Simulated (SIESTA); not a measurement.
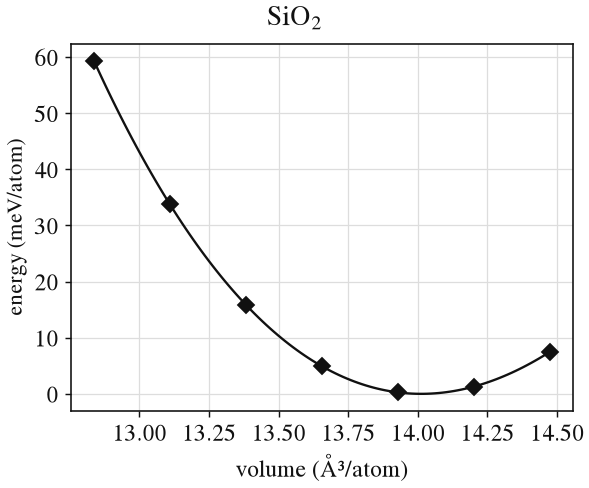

The picture above shows the energy against volume for SiO₂, space group P6_422 (No. 181).

Structure:
```xyz
9
Lattice="5.0605 0.0000 0.0000 -2.5303 4.3825 0.0000 0.0000 0.0000 5.5414" Properties=species:S:1:pos:R:3 pbc="T T T"
Si    2.5303    0.0000    0.0000
Si    1.2651    2.1913    3.6942
Si   -1.2651    2.1913    1.8471
O    -0.9468    3.4683    0.9236
O     0.0000    1.8284    2.7707
O     1.5835    0.9142    4.6178
O     3.4770    0.9142    0.9236
O     2.5303    2.5541    2.7707
O     0.9468    3.4683    4.6178
```

Computed with SIESTA 5.4.2: DFT in numerical atomic orbitals with pseudopotentials, no spin polarisation; energies at scaled volumes of the given cell, shape and fractions fixed, counted from the fit's minimum, third-order Birch-Murnaghan fit. Level: PBEsol.

- k mesh: 4×4×4
- occupations: Fermi–Dirac
- smearing width: 0.05 eV
- potentials: PseudoDojo 0.4 standard, converted to PSML, two zetas on semicore shells
- program settings: basis DZP, mesh cutoff 800 Ry

From this curve and the settings, what does the calculation give for the pressure at the same points?

The pressure falls from 17.45 GPa at volume 12.84 Å³/atom to −5.07 GPa at 14.47 Å³/atom, and changes sign near 14.02 Å³/atom.

```
volume (Å³/atom)  pressure (GPa)
           12.84           17.45
           13.11           12.69
           13.38            8.40
           13.66            4.52
           13.93            1.02
           14.20           -2.16
           14.47           -5.07
```

Keep in mind: mulliken charges of long orbitals; shape and atomic fractions are frozen while scaling, which makes layered, chain and framework solids too stiff.
